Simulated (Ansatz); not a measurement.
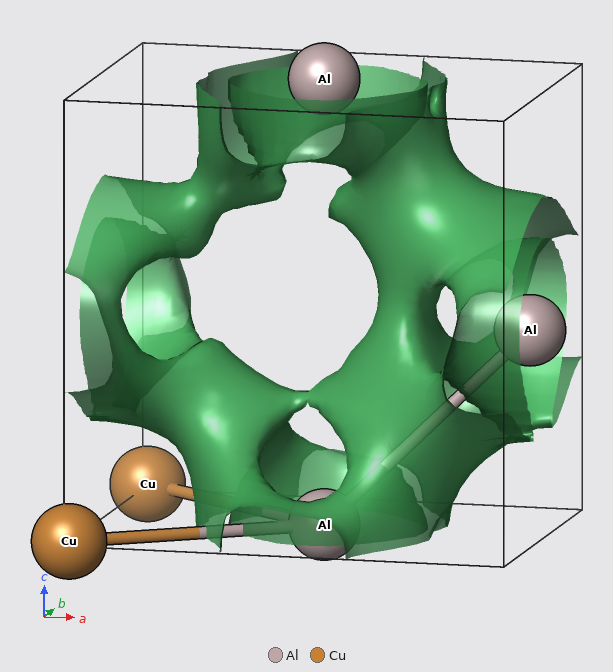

Al2Cu. Isosurface of the ELF at 0.55 (green), seen slightly off an axis. Core shells and regions of very low density are left out. Sticks mark near contacts.

Space group Pm; a point of a scan over the structure, not its minimum; a structure from a database of computed crystals, not necessarily the ambient phase; not relaxed (largest force 1.7 eV/Å); computed without spin polarisation; PAW files of the earlier set (soft_1).

Level of theory: DFT PBE, scalar-relativistic, plane waves, PAW (Ansatz).

In a PAW calculation such maps are meaningful between the atoms, not at the nuclei.

**Identify the bonds, lone pairs and shells in this picture.**

At this value the surface marks out one network that runs through the whole crystal, counted in one cell of 3 atoms. Regions shared between cells count once.

Values along the shortest contacts:
Al–Cu (2.37 Å): the ELF peaks at about 0.60 between the atoms. Al–Al (2.70 Å): the ELF peaks at about 0.75 between the atoms.

**Does the calculation give a band gap?**

It is metallic or semimetallic at this level of theory: no gap opens.
